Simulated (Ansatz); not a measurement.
## Two runs on Si

System: Si (R3m, 8 atoms in the cell).
Method of run 1: DFT LDA, scalar-relativistic, plane waves, PAW, no spin polarisation (Ansatz 0.2.0).

The structure derives from a Materials Project entry. Text and figures count atoms from 1; the logs count them from 0 in places.

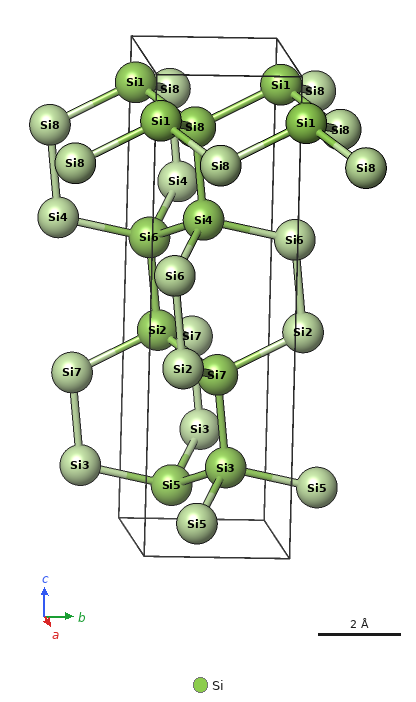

Figure 1. The structure as given in the input (ball-and-stick view of the cell of the calculation, seen at an oblique angle; neighbours outside the cell are drawn fainter; atoms are numbered from 1 in the order of the input). An atom can appear more than once, as a periodic image.

**Input, run 1**
```yaml
crystal:
  lattice:
    - [-3.801975485, 0.0, 0.0]
    - [-1.9009877425, -3.2926073546, 0.0]
    - [-1.9007976437, -1.0974260313, 12.5782403681]
  atoms:
    - { symbol: Si, position: [0.0311913353, 0.0311913353, 0.9065166459] }
    - { symbol: Si, position: [0.1978413353, 0.1978413353, 0.4065166459] }
    - { symbol: Si, position: [0.6144996686, 0.6144996686, 0.1565166459] }
    - { symbol: Si, position: [0.4478496686, 0.4478496686, 0.6565166459] }
    - { symbol: Si, position: [0.3021753314, 0.3021753314, 0.0934833541] }
    - { symbol: Si, position: [0.1355253314, 0.1355253314, 0.5934833541] }
    - { symbol: Si, position: [0.5521836647, 0.5521836647, 0.3434833541] }
    - { symbol: Si, position: [0.3855336647, 0.3855336647, 0.8434833541] }
basis:
  ecutwfc: 420
kpoints:
  mp_grid: { grid: [10, 10, 3] }
hamiltonian:
  xc: lda
scf:
  occupations: { method: gaussian, width: 0.03 }
output:
  forces: true
  stress: true
  eigenvalues: true
```

Command:
```bash
ansatz run input.yaml --threads 2 --pin off --max-ram 5120MiB --backend cpu --events-out ev --progress --plain --runs-dir out
```

Hardware: 2 threads of Intel Xeon (Granite Rapids), 32 GiB of memory available, shared host.

**Output, shortened to warnings, some set-up lines, iterations and results (run 1)**
```
Basis set: ecut = 420 eV, 3091 PW (Γ)
Symmetry: 2 space group operations
k-points: 86 of 300 (time reversal used)
Initial density: superposition of atomic densities (neutral atoms: chi_scale 0, normalization atom), corrected by the library's trained network
[...]
SCF iter   1: F=—  HF=-4867.605471 eV  |F-HF|=—  |Δ(HF+E_count)|=         —  Δρ=4.58e-3  dr2=8.99e-2  ethr=1.77e-3  ⟨swp⟩=7.1  Hψ=12362  notcnv=0  defer=26
SCF iter   2: F=—  HF=-4867.597525 eV  |F-HF|=—  |Δ(HF+E_count)|=   7.95e-3  Δρ=2.66e-3  dr2=4.04e-2  ethr=2.81e-4  ⟨swp⟩=1.1  Hψ=2758  notcnv=0  defer=129
SCF iter   3: F=—  HF=-4867.592278 eV  |F-HF|=—  |Δ(HF+E_count)|=   5.25e-3  Δρ=4.14e-4  dr2=2.86e-3  ethr=1.26e-4  ⟨swp⟩=2.3  Hψ=2433  notcnv=0  defer=164
SCF iter   4: F=—  HF=-4867.591955 eV  |F-HF|=—  |Δ(HF+E_count)|=   3.23e-4  Δρ=1.86e-4  dr2=5.48e-4  ethr=8.95e-6  ⟨swp⟩=1.0  Hψ=1850  notcnv=0  defer=175
SCF iter   5: F=—  HF=-4867.591887 eV  |F-HF|=—  |Δ(HF+E_count)|=   6.84e-5  Δρ=6.12e-5  dr2=1.62e-5  ethr=1.71e-6  ⟨swp⟩=2.0  Hψ=2084  notcnv=0  defer=175
SCF iter   6: F=—  HF=-4867.591887 eV  |F-HF|=—  |Δ(HF+E_count)|=   1.80e-7  Δρ=1.55e-5  dr2=8.76e-7  ethr=5.07e-8  ⟨swp⟩=2.4  Hψ=3269  notcnv=0  defer=222
SCF iter   7: F=-4867.591887 eV  HF=-4867.591887 eV  |F-HF|=2.48e-8  |Δ(HF+E_count)|=   4.10e-8  Δρ=4.16e-6  dr2=6.57e-8  ethr=3.13e-10  ⟨swp⟩=10.4  Hψ=10890  notcnv=0
SCF 1 converged in 7 iterations: F = -4867.591887 eV  dr2 = 6.57e-8
SCF converged after 7 iterations
Free energy (F): -4867.591887 eV
Harris-Foulkes:  -4867.591887 eV  (|F-HF|=2.48e-8)
Internal energy: -4867.590824 eV  (E = F + TS)
E sigma→0 (E₀):  -4867.591355 eV
Entropy (-TS):   -0.001063 eV (-0.133 meV/atom)
Fermi energy:    6.087724 eV
--- Per-component energies (eV) ---
  E_band       = 37.501629
  E_kinetic    = 323.250326
  E_local      = -212.679980  (includes V_loc(G=0)·N_el)
  E_nonlocal   = 216.418555
  E_hartree    = 54.930783
  E_xc         = -438.388324
  E_vxc        = -376.866206  (∫ρ·V_xc dr)
  E_paw        = -3888.573698  (= ΣΔE_a)
  E_vpaw       = -22.482124  (= ΣTr[D̂ρ^β])
  E_aug_tail   = 0.000044  (compensation charges beyond the density's cutoff)
  E_ewald      = -923.223176
  E_core_change = 0.674646  (= ΣΔE_core)
  E_smearing   = -0.001063  (= −TS)
  E_closure    = -0.000000  (closes the sum)
  Σ components = -4867.591887   (vs F -4867.591887, Δ=0.00e0)
--- Forces (eV/Å), atoms counted from 1 ---
  atom   1  Si    -0.00020242    -0.00011686     0.59156717
  atom   2  Si     0.00161227     0.00093085     0.00278771
  atom   3  Si    -0.00650619    -0.00375635    -0.03775463
  atom   4  Si    -0.00175346    -0.00101236    -0.21795831
  atom   5  Si     0.00408893     0.00236075    -0.48616188
  atom   6  Si     0.00343675     0.00198421     0.03540099
  atom   7  Si    -0.00033580    -0.00019388     0.03555436
  atom   8  Si    -0.00033957    -0.00019605     0.07655888
  max |Σ_I F_I| component: 5.72e-6 eV/Å
--- Stress (GPa, compression-positive) ---
       -1.564669      -0.017177       0.000090
       -0.017177      -1.544835       0.000052
        0.000090       0.000052       0.208767
  P = ⅓ Tr σ = -0.9669 GPa (-9.669 kbar)
```

The input of run 2 differs as follows (lines with − go, lines with + come):
```diff
-    - [-1.9007976437, -1.0974260313, 12.5782403681]
+    - [-0.95068397, -0.548877646, 12.5782403681]
-    - { symbol: Si, position: [0.0311913353, 0.0311913353, 0.9065166459] }
-    - { symbol: Si, position: [0.1978413353, 0.1978413353, 0.4065166459] }
-    - { symbol: Si, position: [0.6144996686, 0.6144996686, 0.1565166459] }
-    - { symbol: Si, position: [0.4478496686, 0.4478496686, 0.6565166459] }
-    - { symbol: Si, position: [0.3021753314, 0.3021753314, 0.0934833541] }
-    - { symbol: Si, position: [0.1355253314, 0.1355253314, 0.5934833541] }
-    - { symbol: Si, position: [0.5521836647, 0.5521836647, 0.3434833541] }
-    - { symbol: Si, position: [0.3855336647, 0.3855336647, 0.8434833541] }
+    - { symbol: Si, position: [0.1822170085, 0.1822170085, 0.9065166459] }
+    - { symbol: Si, position: [0.2655670085, 0.2655670085, 0.4065166459] }
+    - { symbol: Si, position: [0.6405753418, 0.6405753418, 0.1565166459] }
+    - { symbol: Si, position: [0.5572253418, 0.5572253418, 0.6565166459] }
+    - { symbol: Si, position: [0.3177496582, 0.3177496582, 0.0934833541] }
+    - { symbol: Si, position: [0.2343996582, 0.2343996582, 0.5934833541] }
+    - { symbol: Si, position: [0.6094079915, 0.6094079915, 0.3434833541] }
+    - { symbol: Si, position: [0.5260579915, 0.5260579915, 0.8434833541] }
```

What does this change do to the results?

With the same functional and potentials, run 2 lies 113.9 meV per atom lower. The pressure goes from −0.97 to −0.82 GPa. The largest force goes from 0.592 to 1.394 eV/Å. The SCF takes 6 iterations against 7. The plane waves at Γ go from 3091 to 3095.

**Output, shortened to warnings, some set-up lines, iterations and results (run 2)**
```
Basis set: ecut = 420 eV, 3095 PW (Γ)
Symmetry: 2 space group operations
k-points: 86 of 300 (time reversal used)
Initial density: superposition of atomic densities (neutral atoms: chi_scale 0, normalization atom), corrected by the library's trained network
[...]
SCF iter   1: F=—  HF=-4868.507564 eV  |F-HF|=—  |Δ(HF+E_count)|=         —  Δρ=3.89e-3  dr2=2.07e-2  ethr=1.77e-3  ⟨swp⟩=7.5  Hψ=12618  notcnv=0  defer=12
SCF iter   2: F=—  HF=-4868.504348 eV  |F-HF|=—  |Δ(HF+E_count)|=   3.22e-3  Δρ=2.18e-3  dr2=5.84e-3  ethr=6.46e-5  ⟨swp⟩=2.0  Hψ=3352  notcnv=0  defer=126
SCF iter   3: F=—  HF=-4868.502881 eV  |F-HF|=—  |Δ(HF+E_count)|=   1.47e-3  Δρ=2.14e-4  dr2=1.07e-4  ethr=1.82e-5  ⟨swp⟩=2.0  Hψ=3231  notcnv=0  defer=49
SCF iter   4: F=—  HF=-4868.502872 eV  |F-HF|=—  |Δ(HF+E_count)|=   9.13e-6  Δρ=6.02e-5  dr2=8.74e-6  ethr=3.33e-7  ⟨swp⟩=2.1  Hψ=2212  notcnv=0  defer=49
SCF iter   5: F=—  HF=-4868.502874 eV  |F-HF|=—  |Δ(HF+E_count)|=   2.01e-6  Δρ=1.40e-5  dr2=1.19e-6  ethr=2.73e-8  ⟨swp⟩=2.6  Hψ=2852  notcnv=0  defer=49
SCF iter   6: F=-4868.502873 eV  HF=-4868.502873 eV  |F-HF|=1.27e-8  |Δ(HF+E_count)|=   9.19e-8  Δρ=4.42e-6  dr2=4.96e-8  ethr=3.13e-10  ⟨swp⟩=7.5  Hψ=10127  notcnv=0
SCF 1 converged in 6 iterations: F = -4868.502873 eV  dr2 = 4.96e-8
SCF converged after 6 iterations
Free energy (F): -4868.502873 eV
Harris-Foulkes:  -4868.502873 eV  (|F-HF|=1.27e-8)
Internal energy: -4868.502646 eV  (E = F + TS)
E sigma→0 (E₀):  -4868.502760 eV
Entropy (-TS):   -0.000227 eV (-0.028 meV/atom)
Fermi energy:    6.430036 eV
--- Per-component energies (eV) ---
  E_band       = 36.769749
  E_kinetic    = 324.609626
  E_local      = -218.562552  (includes V_loc(G=0)·N_el)
  E_nonlocal   = 216.405545
  E_hartree    = 57.423113
  E_xc         = -438.865200
  E_vxc        = -377.557277  (∫ρ·V_xc dr)
  E_paw        = -3889.086101  (= ΣΔE_a)
  E_vpaw       = -22.972400  (= ΣTr[D̂ρ^β])
  E_aug_tail   = 0.000044  (compensation charges beyond the density's cutoff)
  E_ewald      = -921.101767
  E_core_change = 0.674646  (= ΣΔE_core)
  E_smearing   = -0.000227  (= −TS)
  E_closure    = -0.000000  (closes the sum)
  Σ components = -4868.502873   (vs F -4868.502873, Δ=0.00e0)
--- Forces (eV/Å), atoms counted from 1 ---
  atom   1  Si    -0.81540312    -0.47077321     0.79641288
  atom   2  Si    -0.00441795    -0.00255070    -0.00492218
  atom   3  Si    -0.15599600    -0.09006433    -0.02613583
  atom   4  Si    -0.16446032    -0.09495121    -0.08181923
  atom   5  Si     1.00477565     0.58010749    -0.77194068
  atom   6  Si     0.01137691     0.00656846     0.00957534
  atom   7  Si     0.09585153     0.05533990     0.05229454
  atom   8  Si     0.02826378     0.01631810     0.02654789
  max |Σ_I F_I| component: 1.27e-5 eV/Å
--- Stress (GPa, compression-positive) ---
       -1.036880      -0.770018       3.330587
       -0.770018      -0.147740       1.922915
        3.330587       1.922915      -1.264442
  P = ⅓ Tr σ = -0.8164 GPa (-8.164 kbar)
```

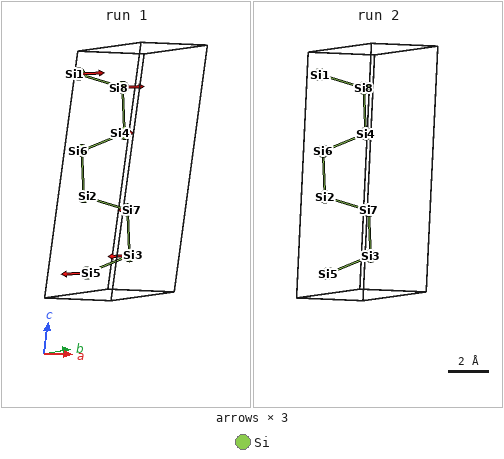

Figure 2. The two input geometries at one scale (ball-and-stick view of the cell of the calculation, seen at an oblique angle). The red arrows on the first give the shifts of the atoms relative to the cell, with their mean removed, magnified 3 times. The largest moves relative to the cell, 0.45 Å, are those of Si1 and Si5. (The mean shift of all atoms is removed.) The drawn cell changes at constant volume: a = b stay at 3.802 Å, c 12.768 → 12.626 Å (−1.1 %), α 81.4° → 85.7°, β 81.4° → 85.7°.

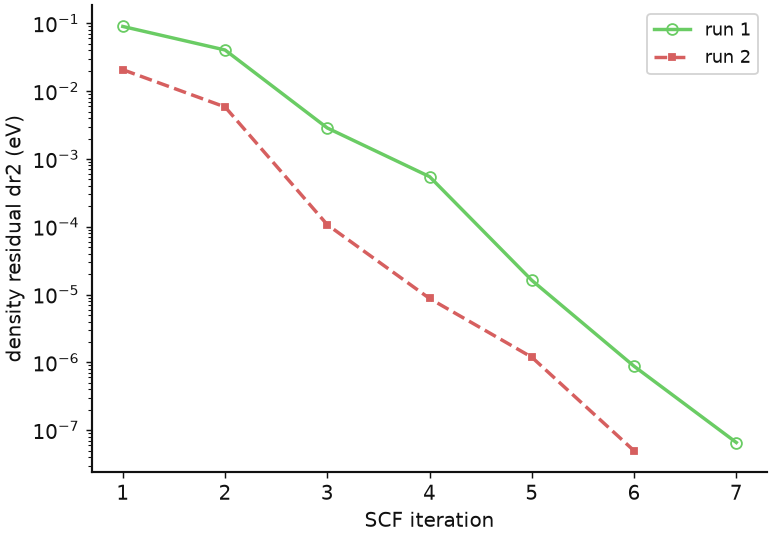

Figure 3. Convergence of the two runs: density residual dr2 against the SCF iteration. Run 1 takes 7 iterations in all, and run 2 takes 6.

**The two runs side by side**

| quantity | run 1 | run 2 |
| --- | --- | --- |
| outcome | converged | converged |
| free energy per atom (eV) | −608.4490 | −608.5629 |
| gap on the mesh (eV) | 0.00 | 0.00 |
| pressure (GPa) | −0.97 | −0.82 |
| largest force (eV/Å) | 0.592 | 1.394 |
| SCF iterations | 7 | 6 |
| irreducible k-points | 86 | 86 |
| plane waves at Γ | 3091 | 3095 |
| wall time (shared host) | 6.5 s | 6.2 s |
